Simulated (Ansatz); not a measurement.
# A thicker film of BN (10-10) from four thinner ones

In a field along its normal an insulating film takes a dipole p. Written as a length, p/(ε₀AE), it should grow by 1 − 1/ε for each ångström added.

**Method.** Ansatz 0.2.0, plane waves with PAW datasets (its set soft_2), PBE; wurtzite films relaxed at a bulk in-plane lattice constant near the measured one, then held in weak fields of both signs with a dipole correction (A is the cell's area, E the outer field).

```
    run  distance between the outer atoms (Å)  p/(ε₀AE) (Å)
3 units                                 5.071         6.022
4 units                                 7.264         7.693
5 units                                 9.477         9.413
6 units                                11.690        11.139
8 units                                16.117             ?
```

Q: Estimate the withheld value from the rows shown.

A least-squares line through the 4 rows shown has slope 0.7735 and intercept 2.0883; no row lies more than 0.014 Å off it. That slope means ε = 1/(1 − 0.7735) = 4.42. At 16.117 it gives 0.7735 × 16.117 + 2.0883 = 14.555 Å, beyond the rows fitted. Rounding and scatter of the rows alone allow about ±0.033 Å there.

The run itself gives 14.596 Å: a miss of +0.041 Å, or 0.3 % of the value. The length is met to within 1 %, though ε is more sensitive than the length: the two thickest films give ε = 4.56.

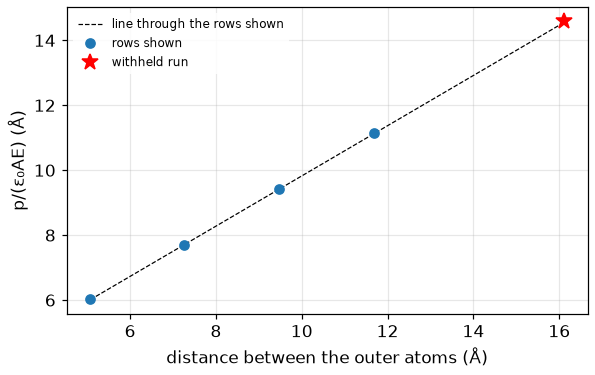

The fit and the withheld run.

**Limits.** This is the electronic response alone. A unit is one step of the cut along the normal (a plane, a pair of planes or a cell), and the layers relax along it, away from their bulk spacing where the functional's lattice constant differs from the one held.

[Logs are printed without paths, hosts, clocks, repeated set-up lines and the standing remarks that a program may print on its own settings, such as how far it seeks lower states.]
